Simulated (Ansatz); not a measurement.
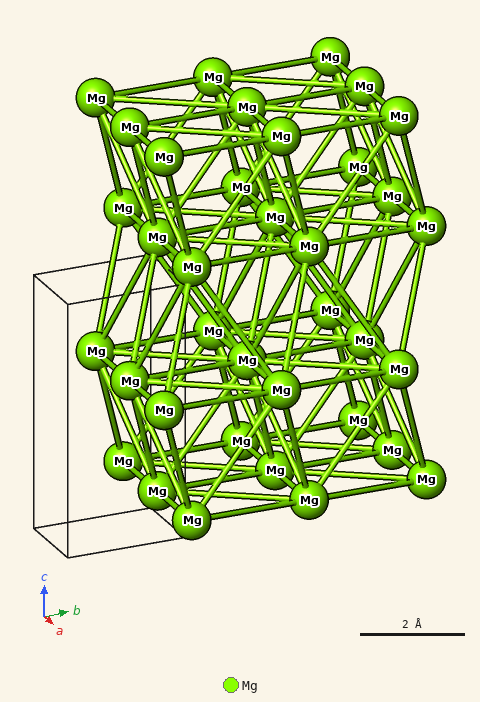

**Figure 1.** The structure as given in the input (ball-and-stick view of the cell of the calculation, repeated 3 × 3 × 2, seen slightly off an axis). An atom can appear more than once, as a periodic image. Near neighbours in the periodic cell (some may lie outside the picture): Mg has 12 Mg at 3.06 to 3.07 Å.

# Geometry relaxation, with input and output: Mg

System: Mg (P6₃/mmc, 2 atoms in the cell).
Method: DFT, PBE, all-electron LAPW, scalar-relativistic, no spin polarisation (Ansatz 0.2.0).

It belongs to a series of runs on one base structure; here: hcp relaxed under pressure, LAPW.

**Log**
```
The last accepted step is kept in [file] (removed where the run ends without a failure and the disk answers)
LAPW: plane waves up to 6.182 Å⁻¹, error target 5.0e-4 eV per atom; small_component_spin mean_spin; Mg in spheres of 1.482 Å, 10 of its electrons in bands, Dirac shells [] (how accurate: hamiltonian.pseudopotentials.lapw.basis_error, Limitations)
Engine: ansatz 0.2.0, x86_64-unknown-linux-gnu
Pseudopotentials: kind: all_electron
Pseudopotential: Mg, LAPW, valence charge 10, lapw/all_electron/scalar/gaussian/Mg, Koelling and Harmon's equation, gaussian nucleus
Functional definition: PBE
  parameter kappa = 0.804
  parameter beta = 0.06672455060314922
  exchange = pbe_x(kappa = kappa, mu = beta*pi^2/3)
  correlation = pbe_c(beta = beta)
Crystal: 2 atoms, lattice volume = 40.567 Å³
Basis set: ecut = 145.59906171728935 eV, 147 PW (Γ), exchange–correlation at level 2
Bands: 14, of which v1, the nominal top of the filled ones, is band 10 counted from 1 (9 counted from 0)
Symmetry: 24 space group operations
Space group: P63/mmc (ITA 194), of the structure as read, at distance tolerance 3.4e-5 Å
k-points: 120 of 1568
Non-local potential: Mg, projectors of the file, none
Initial density: superposition of atomic densities (chi_scale 0.1, normalization cell)
Initial wavefunctions: plane waves of lowest kinetic energy (no species holds an atomic orbital)
Functional: x = pbe(κ = 0.804, μ = 0.2195149727645171), c = pbe(β = 0.06672455060314922)
iter 1 solved again at ethr=1.35e-4 eV; its pass at ethr=1.00e-1 eV (dr2=2.70e-2 eV) is discarded
SCF iter   1: F=—  HF=-10902.716447 eV  |F-HF|=—  |Δ(HF+E_count)|=         —  Δρ=9.14e-3  dr2=2.71e-2  ethr=1.35e-4  ⟨swp⟩=3.1  Hψ=12641  notcnv=0
preconditioner: auto → none  [metal: Δε(μ)=0.037 eV  Ē_g=7.460 eV  σ=0.080 eV  W_gap=0.12  n_scr=8 (ndim 8)  ℏωp=11.7 eV  f_vac=0.000  D(μ)=0.61/eV (n_scr^D=2)  sad-step TF]
SCF iter   2: F=—  HF=-10902.705302 eV  |F-HF|=—  |Δ(HF+E_count)|=   1.11e-2  Δρ=5.96e-3  dr2=1.29e-2  ethr=1.35e-4  ⟨swp⟩=2.0  Hψ=4592  notcnv=0
iter 3 solved again at ethr=1.37e-6 eV; its pass at ethr=6.47e-5 eV (dr2=2.74e-4 eV) is discarded
SCF iter   3: F=—  HF=-10902.702033 eV  |F-HF|=—  |Δ(HF+E_count)|=   3.27e-3  Δρ=7.73e-4  dr2=2.73e-4  ethr=1.37e-6  ⟨swp⟩=2.0  Hψ=8003  notcnv=0
SCF iter   4: F=—  HF=-10902.702071 eV  |F-HF|=—  |Δ(HF+E_count)|=   3.78e-5  Δρ=1.13e-4  dr2=5.87e-6  ethr=1.36e-6  ⟨swp⟩=2.0  Hψ=4593  notcnv=0
SCF iter   5: F=-10902.702057 eV  HF=-10902.702057 eV  |F-HF|=1.86e-8  |Δ(HF+E_count)|=   1.46e-5  Δρ=8.89e-6  dr2=2.92e-8  ethr=2.93e-8  ⟨swp⟩=2.4  Hψ=4671  notcnv=0
SCF 1 converged in 5 iterations: F = -10902.702057 eV  dr2 = 2.92e-8
relax step   1: F+E_penalty+E_count = -10902.70205666 eV  Δ(F+E_penalty+E_count) = +0.000e0 eV  max|allowed force component| = 6.939e-18 eV/Å  Δτ_max = 0.0000 Å  P = +5.673 GPa  Ω = 40.567 Å³  (5 SCF iters, accepted)
Crystal: 2 atoms, lattice volume = 40.543 Å³
Basis set: ecut = 145.65631069423924 eV, 147 PW (Γ), exchange–correlation at level 2
Initial density: handed on by an earlier stage of this run
Initial wavefunctions: those handed on with the density
iter 1 solved again at ethr=2.52e-10 eV; its pass at ethr=1.00e-1 eV (dr2=5.04e-8 eV) is discarded
SCF iter   1: F=—  HF=-10902.701208 eV  |F-HF|=—  |Δ(HF+E_count)|=         —  Δρ=1.23e-5  dr2=7.53e-8  ethr=2.52e-10  ⟨swp⟩=5.6  Hψ=11000  notcnv=0
preconditioner: auto → none  [metal: Δε(μ)=0.023 eV  Ē_g=7.461 eV  σ=0.080 eV  W_gap=0.07  n_scr=8 (ndim 8)  ℏωp=11.7 eV  f_vac=0.000  D(μ)=0.61/eV (n_scr^D=2)]
SCF iter   2: F=-10902.701209 eV  HF=-10902.701209 eV  |F-HF|=4.61e-9  |Δ(HF+E_count)|=   8.61e-9  Δρ=5.83e-6  dr2=1.61e-8  ethr=2.52e-10  ⟨swp⟩=2.0  Hψ=4591  notcnv=0
SCF 2 converged in 2 iterations: F = -10902.701209 eV  dr2 = 1.61e-8
relax step   2: F+E_penalty+E_count = -10902.70120851 eV  Δ(F+E_penalty+E_count) = +8.481e-4 eV  max|allowed force component| = 5.204e-18 eV/Å  Δτ_max = 0.0000 Å  P = +5.707 GPa  Ω = 40.543 Å³  (2 SCF iters, accepted)
iter 1 solved again at ethr=8.01e-11 eV; its pass at ethr=1.00e-1 eV (dr2=1.60e-8 eV) is discarded
SCF iter   1: F=—  HF=-10902.701208 eV  |F-HF|=—  |Δ(HF+E_count)|=         —  Δρ=5.83e-6  dr2=1.61e-8  ethr=8.01e-11  ⟨swp⟩=2.1  Hψ=8241  notcnv=0  reapply=1
SCF iter   2: F=-10902.701208 eV  HF=-10902.701208 eV  |F-HF|=1.68e-9  |Δ(HF+E_count)|=   2.24e-9  Δρ=2.82e-6  dr2=3.53e-9  ethr=8.01e-11  ⟨swp⟩=2.0  Hψ=4591  notcnv=0
SCF 3 converged in 2 iterations: F = -10902.701208 eV  dr2 = 3.53e-9
relax step   3: F+E_penalty+E_count = -10902.70120843 eV  Δ(F+E_penalty+E_count) = +8.464e-8 eV  max|allowed force component| = 2.891e-18 eV/Å  Δτ_max = 0.0000 Å  P = +5.707 GPa  Ω = 40.543 Å³  stress off target by 1.33e-2 GPa  SCF on the basis re-selected at this cell (its energy is not comparable with the rows above)  (2 SCF iters)
```

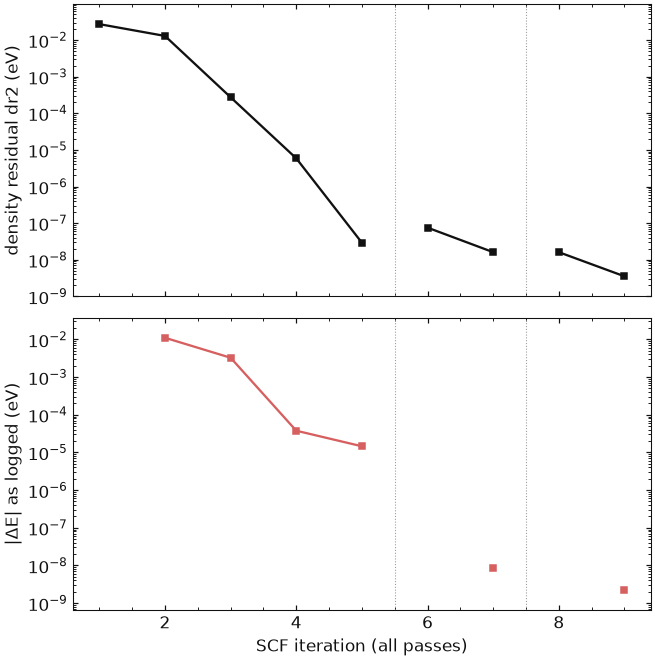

**Figure 2.** Convergence of the self-consistent field: density residual dr2 and size of the energy change against the SCF iteration. The dotted lines part the SCF passes of the relaxation: geometry steps, rejected trials and re-solves on a re-selected basis. The passes take 5, 2 and 2 iterations.

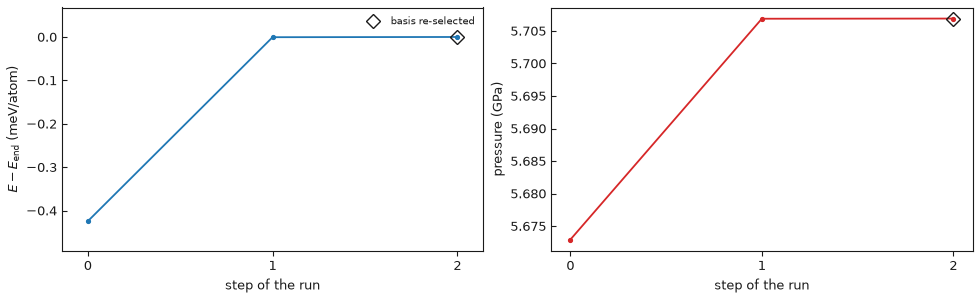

**Figure 3.** Progress of the relaxation, step by step (the first geometry is step 0 here and step 1 in the log). The atoms keep their places relative to the cell (all moves are under 0.005 Å). After 1 geometry step the energy has risen by 0.4 meV per atom. All forces vanish by symmetry, so only the cell relaxes. Pressure: 5.67 GPa at the start and 5.71 GPa at the end. A last SCF at the same geometry on a re-selected plane-wave basis shifts the energy by +0.0 meV per atom.

```
basis re-selected at this cell: Δ(F+E_penalty+E_count) = +8.464e-8 eV, ΔP = +0.000 GPa vs the last step (what re-selecting the basis moved, after the strain that the cell walked since its last selection, with what the two solves' SCF thresholds leave and, on support functions, any second-order correction that the steps lacked; it is no measure of the basis error at this ecutwfc). This SCF's stress stands 1.33e-2 GPa from its target on what of the cell is left free (relax.cell.stress_tol is 3.00e-2 GPa) and its largest allowed force component is 2.89e-18 eV/Å (relax.f_tol is 5.00e-3 eV/Å): within both
SCF converged after 2 iterations
Free energy (F): -10902.701208 eV
Harris-Foulkes:  -10902.701208 eV  (|F-HF|=1.68e-9)
Internal energy: -10902.688020 eV  (E = F + TS)
E sigma→0 (E₀):  -10902.694614 eV
Entropy (-TS):   -0.013189 eV (-6.594 meV/atom)
Fermi energy:    6.473943 eV
--- Per-component energies (eV) ---
  E_band       = -697.325580
  E_kinetic    = 10921.662376
  E_xc         = -896.363388
  E_electrostatic = -20927.987008  (all electrons and nuclei)
  E_smearing   = -0.013189  (= −TS)
  E_closure    = 0.000000  (closes the sum)
  E_atoms      = -10899.778860  (free atoms, spherical and without spin; not in F)
  Σ components = -10902.701208   (vs F -10902.701208, Δ=0.00e0)
  Basis errors (estimates in eV, not in F): energy 1.4e-4 per atom: plane waves 1.3e-4 (6.8e-5 summed), levels above the bands 2.0e-32, relativity 1.6e-9, radial functions 9.4e-6, core shells 3.7e-15; eigenvalues (radial functions only) 1.5e-6; not estimated: angular momenta, meshes, grids; target (lapw.basis_error) 5.0e-4; muffin-tin radii Mg 1.482 Å
--- Forces (eV/Å), atoms counted from 1 ---
  atom   1  Mg    -0.00000000     0.00000000     0.00000000
  atom   2  Mg     0.00000000    -0.00000000     0.00000000
  max |Σ_I F_I| component: 1.16e-18 eV/Å
--- Stress (GPa, compression-positive) ---
        5.703696      -0.000000       0.000000
       -0.000000       5.703696       0.000000
        0.000000       0.000000       5.713303
  P = ⅓ Tr σ = 5.7069 GPa (57.069 kbar)
--- Band table (eV; the first three rows and the last of 120) ---
  k-point 0: bands = ["-69.3910", "-69.3855", "-36.1736", "-36.1278", "-36.1278", "-36.1209", "-36.1201", "-36.1201", "-1.0448", "4.5520", "5.1966", "18.1214", "18.1214", "18.5013"]
  k-point 1: bands = ["-69.3908", "-69.3857", "-36.1716", "-36.1275", "-36.1275", "-36.1230", "-36.1204", "-36.1204", "-0.9493", "3.4858", "6.4233", "18.0955", "18.1897", "18.1897"]
  k-point 2: bands = ["-69.3902", "-69.3863", "-36.1659", "-36.1287", "-36.1267", "-36.1267", "-36.1212", "-36.1212", "-0.6636", "2.3162", "8.0743", "16.0884", "18.3850", "18.3850"]
  k-point 119: bands = ["-69.3843", "-69.3843", "-36.1627", "-36.1627", "-36.1499", "-36.1499", "-36.1307", "-36.1307", "6.3445", "6.3445", "7.0486", "7.0486", "8.7038", "8.7038"]
--- Relaxed structure (2 steps of the walk, 2 accepted, 1 SCFs on fresh bases) ---
  F+E_penalty+E_count = -10902.70120843 eV   max|allowed force component| = 2.891e-18 eV/Å   (the final SCF, on the basis selected at the relaxed cell)
  cell:  # Å, volume = 40.5434 Å³
    - [3.0658538532806947, -5.771731568413646e-11, 0.0]
    - [-1.5329269265903627, 2.6551073212603495, 0.0]
    - [0.0, 0.0, 4.980663163703144]
  atoms:
    - { symbol: Mg, position: [0.3333333333333333, 0.6666666666666666, 0.24999999999999997] }
    - { symbol: Mg, position: [0.6666666666666666, 0.33333333333333337, 0.7499999999999999] }
```

**Trajectory as extended XYZ (Å, eV, eV/Å), 3 frames, from step=1 to step=3**
```
2
Lattice="3.0668 0.0000 0.0000 -1.5334 2.6559 0.0000 0.0000 0.0000 4.9805" Properties=species:S:1:pos:R:3:forces:R:3 step=1 energy=-10902.70206 pressure_GPa=5.67
Mg    0.0000    1.7706    1.2451    0.0000   0.0000   0.0000
Mg    1.5334    0.8853    3.7354    0.0000   0.0000   0.0000
2
Lattice="3.0659 0.0000 0.0000 -1.5329 2.6551 0.0000 0.0000 0.0000 4.9807" Properties=species:S:1:pos:R:3:forces:R:3 step=2 energy=-10902.70121 pressure_GPa=5.71
Mg    0.0000    1.7701    1.2452    0.0000   0.0000   0.0000
Mg    1.5329    0.8850    3.7355    0.0000   0.0000   0.0000
2
Lattice="3.0659 0.0000 0.0000 -1.5329 2.6551 0.0000 0.0000 0.0000 4.9807" Properties=species:S:1:pos:R:3:forces:R:3 step=3 energy=-10902.70121 pressure_GPa=5.71
Mg    0.0000    1.7701    1.2452    0.0000   0.0000   0.0000
Mg    1.5329    0.8850    3.7355    0.0000   0.0000   0.0000
```

This output came from the following input.

**The input**
```yaml
crystal:
  lattice:
    - [3.066792957, 0.0, 0.0]
    - [-1.5333964784, 2.6559206089, 0.0]
    - [0.0, 0.0, 4.9805493601]
  atoms:
    - { symbol: Mg, position: [0.3333333333, 0.6666666667, 0.25] }
    - { symbol: Mg, position: [0.6666666667, 0.3333333333, 0.75] }
kpoints:
  mp_grid: { grid: [14, 14, 8] }
scf:
  occupations: { method: fermi_dirac, width: 0.08 }
hamiltonian:
  xc: pbe
  pseudopotentials: { kind: all_electron, lapw: { basis_error: 0.0005 } }
output:
  forces: true
  stress: true
  eigenvalues: true
relax:
  f_tol: 0.005
  max_steps: 12
  cell: { p_target: 5.7, stress_tol: 0.03 }
```

Launch command:
```bash
ansatz run input.yaml --threads 1 --pin off --max-ram 3584MiB --backend cpu --events-out ev --progress --plain --runs-dir out
```

**Results in brief**

```json
{"quantity": "outcome", "value": "converged"}
{"quantity": "space group (tolerance 0.01 Å)", "value": "P6₃/mmc (194)"}
{"quantity": "electrons in bands (core shells apart)", "value": "20"}
{"quantity": "free energy", "value": "−10902.7012 eV"}
{"quantity": "Fermi energy", "value": "6.474 eV"}
{"quantity": "pressure", "value": "5.71 GPa"}
{"quantity": "final volume", "value": "40.54 Å³"}
{"quantity": "largest force (length of the vector) at the end", "value": "under 0.001 eV/Å"}
{"quantity": "final cell", "value": "a = 3.066 Å, b = 3.066 Å, c = 4.981 Å, α = 90.00°, β = 90.00°, γ = 120.00°"}
{"quantity": "hardware", "value": "1 thread of AMD EPYC (Zen 5), 32 GiB of memory available, shared host"}
{"quantity": "wall time", "value": "5.4 s"}
{"quantity": "peak memory", "value": "0.36 GiB"}
```

**Notes**

The cell was relaxed to the target pressure of the input; what is minimised is then the enthalpy E + pV.
